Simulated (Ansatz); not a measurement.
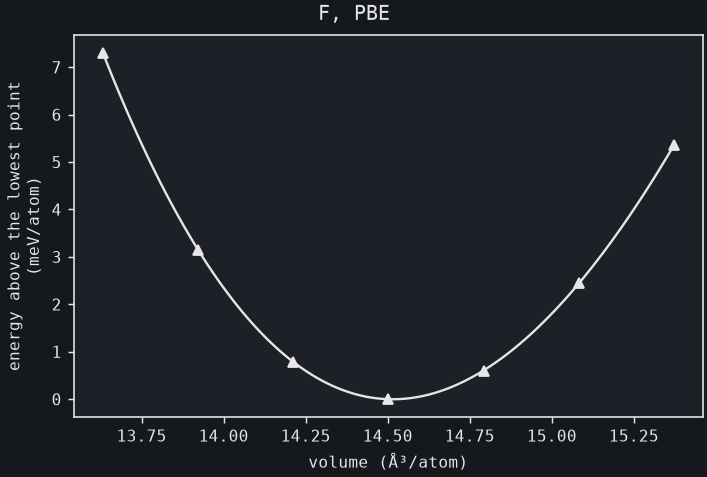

Plotted: energy above the lowest point against volume for F, space group Fd-3m (No. 227) (one of a set of cubic test structures, which need not be the stable phase).

Computed with Ansatz 0.2.0 development build: equation of state of a cubic crystal from periodic Kohn-Sham density functional theory without spin, third-order Birch-Murnaghan fit to the free energies; pressure corrected for the finite basis. Level: PBE.

structure type diamond; atoms in cell 2; space group number 227; lattice centring face-centred primitive; k mesh 38×38×38; occupation method Fermi–Dirac; occupation width 0.06123 eV; wave cutoff 420 eV; datasets soft-1 PAW; density tolerance 1e−07 eV; bands 11; density cutoff ratio 4; search for lower states default.

**Give the fitted equation-of-state parameters.**

A third-order Birch–Murnaghan fit gives V0 = 14.51 Å³/atom, B0 = 38.2 GPa and B′ = 5.3.

Keep in mind: cubic model structure, not the ambient form; no spin polarisation, a magnetic state may lie lower.
